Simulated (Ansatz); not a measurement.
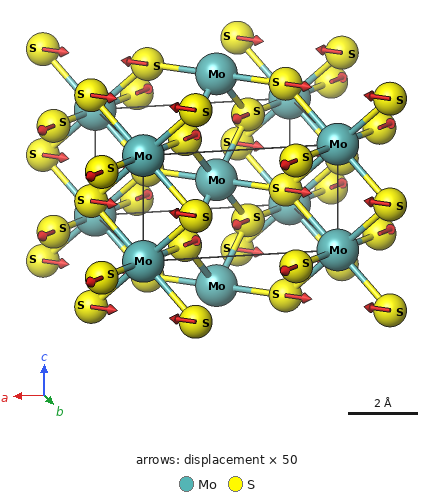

A relaxation of solid MoS2 (built on the MgH2-136 type type). The starting structure is drawn; red arrows show the displacements (the part carried along by the change of the cell is left out), magnified 50 times.

Style: ball-and-stick. Shown: the cell of the calculation, from a free direction.

These are results of DFT, r2SCAN+rVV10, plane waves, PAW in Ansatz, not measurements. (plane-wave cutoff 500 eV; k-point mesh 4 × 4 × 8; occupations fermi dirac; smearing width 0.03 eV; no spin polarisation; cell and atoms relaxed; force threshold 0.01 eV/Å; at most 120 steps)

> What happened in the run?

Over 4 accepted moves (5 points after the start) the energy falls by 5.4 meV per atom. Largest force component: 0.072 eV/Å at the start, under 0.0001 eV/Å at the end. The pressure goes from 2.89 to 0.00 GPa. The SCF was repeated once at an unchanged geometry on a basis and grid sized afresh for the cell, which shifted the energy by 0.1 meV per atom at most. The largest moves relative to the cell, 0.018 Å, are those of S atoms. Mo stays in place. The volume changes by +2.3 %, with a = b 5.823 → 5.830 Å (+0.1 %), c 3.166 → 3.229 Å (+2.0 %). Among the contacts that change: Mo–S 2.345 → 2.366 Å, Mo–S 2.376 → 2.386 Å. The space group stays P4_2/mnm (No. 136).
